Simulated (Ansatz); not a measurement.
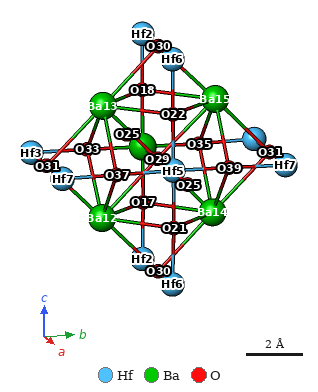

Starting structure of a defect cell of composition Hf8Ba8O24. A ball-and-stick model of the atoms within 5.0 Å of the atom that moves most (axes of the cell of the calculation (origin shifted)), seen slightly off an axis.

All numbers below come from Ansatz 0.2.0, DFT, PBEsol, PAW, plane waves.

Input file:
```yaml
crystal:
  lattice:
    - [8.315187, 0.000000, 0.000000]
    - [0.000000, 8.315187, 0.000000]
    - [0.000000, 0.000000, 8.315187]
  atoms:
    - { symbol: Hf, position: [0.999156, 0.997797, 0.001262] }
    - { symbol: Hf, position: [0.249949, 0.248251, 0.749650] }
    - { symbol: Hf, position: [0.249129, 0.750177, 0.251899] }
    - { symbol: Hf, position: [0.250049, 0.748101, 0.753370] }
    - { symbol: Hf, position: [0.746297, 0.252023, 0.252533] }
    - { symbol: Hf, position: [0.750839, 0.246350, 0.748251] }
    - { symbol: Hf, position: [0.750991, 0.753253, 0.247483] }
    - { symbol: Hf, position: [0.750745, 0.751765, 0.747568] }
    - { symbol: Ba, position: [0.999124, 0.999434, 0.499245] }
    - { symbol: Ba, position: [0.997230, 0.503255, 0.000295] }
    - { symbol: Ba, position: [0.000907, 0.499096, 0.498714] }
    - { symbol: Ba, position: [0.500778, 0.999068, 0.002385] }
    - { symbol: Ba, position: [0.501834, 0.002612, 0.500862] }
    - { symbol: Ba, position: [0.499939, 0.494547, 0.997570] }
    - { symbol: Ba, position: [0.502727, 0.505575, 0.501058] }
    - { symbol: Ba, position: [0.253363, 0.248733, 0.248894] }
    - { symbol: O, position: [0.250836, 0.251520, 0.000851] }
    - { symbol: O, position: [0.249985, 0.247426, 0.501527] }
    - { symbol: O, position: [0.251679, 0.748073, 0.001224] }
    - { symbol: O, position: [0.251474, 0.751734, 0.501841] }
    - { symbol: O, position: [0.748633, 0.252912, 0.997503] }
    - { symbol: O, position: [0.750731, 0.248181, 0.503473] }
    - { symbol: O, position: [0.750849, 0.753037, 0.000481] }
    - { symbol: O, position: [0.746098, 0.744401, 0.503080] }
    - { symbol: O, position: [0.002391, 0.245331, 0.248166] }
    - { symbol: O, position: [0.997375, 0.246804, 0.750676] }
    - { symbol: O, position: [0.997679, 0.754639, 0.250753] }
    - { symbol: O, position: [0.996269, 0.747500, 0.751856] }
    - { symbol: O, position: [0.497780, 0.247296, 0.250557] }
    - { symbol: O, position: [0.498311, 0.251573, 0.750159] }
    - { symbol: O, position: [0.499466, 0.750294, 0.249931] }
    - { symbol: O, position: [0.500533, 0.753076, 0.750393] }
    - { symbol: O, position: [0.252780, 0.999675, 0.252275] }
    - { symbol: O, position: [0.253221, 0.001184, 0.749676] }
    - { symbol: O, position: [0.248239, 0.503187, 0.245861] }
    - { symbol: O, position: [0.251696, 0.502003, 0.748813] }
    - { symbol: O, position: [0.750488, 0.995598, 0.249864] }
    - { symbol: O, position: [0.750694, 0.001363, 0.748926] }
    - { symbol: O, position: [0.749300, 0.499633, 0.251633] }
    - { symbol: O, position: [0.754111, 0.496116, 0.751618] }
  symmetry: { detect: false }
kpoints:
  mp_grid: { grid: [1, 1, 1], shift: [0.25, 0.25, 0.25] }
hamiltonian:
  xc: pbesol
scf:
  occupations: { method: fermi_dirac, width: 0.01 }
relax:
  f_tol: 0.03
  max_steps: 80
  escape_saddle: false
  adjacent_minimum: "off"
output:
  forces: true
  eigenvalues: true
  populations: true
  write_density: true
  write_potential: true
  elf: true
  volumetric_format: npy
```

Run as
```bash
ansatz run in.yaml --threads 8 --pin off --max-ram 13300MiB --runs-dir r --events-out ev --progress --plain
```

Q: What does the optimiser find from here?

A: After 28 accepted moves (29 points after the start) the energy has fallen by 14.706 eV per cell of the calculation. Largest force component: 8.1 eV/Å at the start, 0.022 eV/Å at the end. 1 step only repeated the SCF at the same geometry. The largest moves, 0.87 Å, are those of O21 and O29. O29 goes roughly along [1 0 −2]. By element the largest moves are O 0.87 Å, Hf 0.79 Å, Ba 0.49 Å. The cell doesn't change. Near-neighbour distances that change, for instance: Ba14–O21 2.883 → 3.795 Å, Ba13–O29 2.911 → 3.708 Å, Ba14–O35 2.941 → 3.708 Å, Ba15–O29 2.992 → 3.674 Å. Bonds break: Ba14–O21 (2.88 → 3.80 Å). Among the angles between lasting bonds that change: Hf5–O29–Ba16 178.6° → 131.3°, O17–Ba16–O18 178.6° → 141.7°, Hf3–O33–Ba16 178.9° → 145.9°. The run took 2.6 min on 8 threads of Intel(R) Xeon(R) Platinum 8259CL CPU @ 2.50GHz, peak memory 1.4 GiB.

Step by step:

| step | E − E(0), meV/atom | largest force component, eV/Å | note |
| --- | --- | --- | --- |
| 0 | 0.00 | 8.0579 |  |
| 1 | -131.46 | 1.7464 |  |
| 2 | -176.91 | 2.1717 |  |
| 3 | -228.94 | 2.1815 |  |
| 4 | -264.53 | 1.8673 |  |
| 5 | -288.17 | 1.6811 |  |
| 6 | -308.80 | 0.9363 |  |
| 7 | -324.83 | 0.5590 |  |
| 8 | -336.99 | 0.7432 |  |
| 9 | -343.16 | 0.4782 |  |
| 10 | -347.39 | 0.1033 |  |
| 11 | -348.39 | 0.1195 |  |
| 12 | -349.46 | 0.1059 |  |
| 13 | -349.73 | 0.2685 |  |
| 14 | -350.90 | 0.1054 |  |
| 15 | -351.50 | 0.2619 |  |
| 16 | -352.27 | 0.4700 |  |
| 17 | -353.84 | 0.3559 |  |
| 18 | -355.37 | 0.2069 |  |
| 19 | -356.28 | 0.1122 |  |
| 20 | -357.32 | 0.2917 |  |
| 21 | -358.22 | 0.2688 |  |
| 22 | -359.00 | 0.1612 |  |
| 23 | -359.88 | 0.1304 |  |
| 24 | -360.70 | 0.2362 |  |
| 25 | -362.91 | 0.1913 |  |
| 26 | -365.16 | 0.2663 |  |
| 27 | -366.92 | 0.2388 |  |
| 28 | -367.66 | 0.0221 |  |
| 29 | -367.66 | 0.0217 | same geometry, SCF repeated |

Final geometry:

```xyz
40
Lattice="8.3152 0.0000 0.0000 0.0000 8.3152 0.0000 0.0000 0.0000 8.3152" Properties=species:S:1:pos:R:3 pbc="T T T"
Hf    0.4498    0.4478    0.4522
Hf    2.0521    2.0748    6.3147
Hf    2.0784    6.3111    2.0541
Hf    2.0202    6.2700    6.3054
Hf    6.3123    2.0482    2.0789
Hf    6.3038    2.0170    6.2740
Hf    6.2720    6.3009    2.0231
Hf    6.2695    6.2669    6.2704
Ba    8.3116    8.3095    4.2481
Ba    8.3111    4.2469    8.3132
Ba    8.2219    4.2094    4.2523
Ba    4.2474    8.3051    8.3133
Ba    4.2489    8.2206    4.2168
Ba    4.2140    4.2485    8.2235
Ba    4.3161    4.3130    4.3201
Ba    2.3661    2.3642    2.3638
O     1.5250    2.1421    8.2931
O     2.2070    1.3226    4.5212
O     2.2253    5.9010    8.2902
O     1.9863    6.5261    4.1669
O     6.9229    1.5907    8.2507
O     6.0180    2.1614    4.1285
O     6.0375    6.2434    8.2817
O     6.3241    6.1011    4.1218
O     8.2910    1.5249    2.1461
O     8.2868    2.2236    5.9029
O     8.2482    6.9208    1.6007
O     8.2802    6.0335    6.2474
O     4.5221    2.2030    1.3191
O     4.1641    1.9795    6.5269
O     4.1274    6.0163    2.1630
O     4.1207    6.3207    6.1069
O     2.1437    8.2897    1.5308
O     1.5987    8.2480    6.9216
O     1.3198    4.5200    2.2103
O     2.1624    4.1253    6.0226
O     5.8995    8.2845    2.2289
O     6.2450    8.2773    6.0347
O     6.5237    4.1610    1.9836
O     6.1054    4.1170    6.3268
```

After the run, drawn alike:

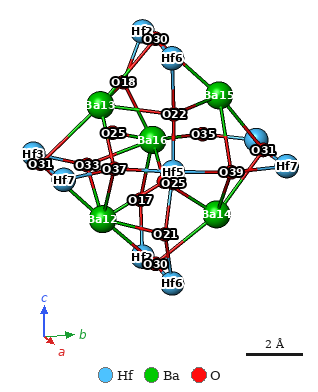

Limits of the set-up: the periodic images lie only 8.3 Å apart, so the values are limited by the cell's size.
